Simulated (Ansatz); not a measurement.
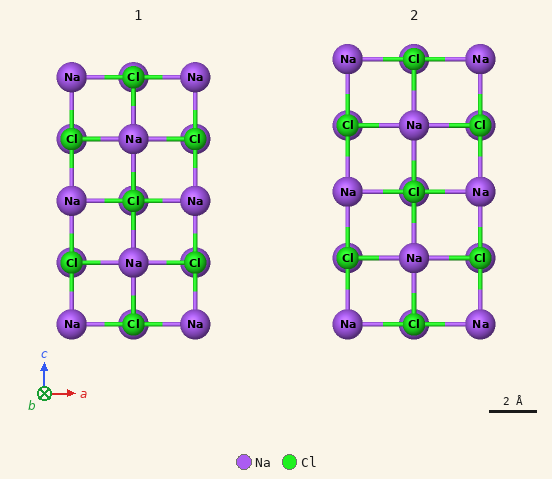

Two geometries of a crystal of NaCl (built on the rocksalt type), drawn at one scale. One is the start of a relaxation, the other its converged end. The picture is a ball-and-stick view of the conventional cell (4 times the calculation's cell), repeated 1 × 1 × 2 with one cell outlined, seen along the b axis. Lengths and directions refer to the drawn axes.

Computed with DFT, PBE, plane waves, PAW (Ansatz). (plane-wave cutoff 420 eV; k-point mesh 8 × 8 × 8; occupations fermi dirac; smearing width 0.02 eV; no spin polarisation; cell and atoms relaxed; force threshold 0.005 eV/Å)

**Which geometry has the lower energy?**

Structure 2 is the relaxed one. The atoms keep their places relative to the cell (all moves are under 0.005 Å). The volume changes by +23.7 %, with a = b = c 5.306 → 5.695 Å (+7.3 %). Some distances before and after: Cl–Na 2.653 → 2.848 Å. The space group stays Fm-3m (No. 225). Over 4 accepted moves (6 points after the start) the energy falls by 0.187 eV per cell of the calculation. All forces vanish by symmetry, so only the cell relaxes. The pressure goes from 8.24 to 0.01 GPa. At 2 points the geometry stayed and the basis and grid were re-selected for the new cell (energy shift of 1.2 meV per cell of the calculation at most each time). The run took roughly 7 core-seconds on a shared host.
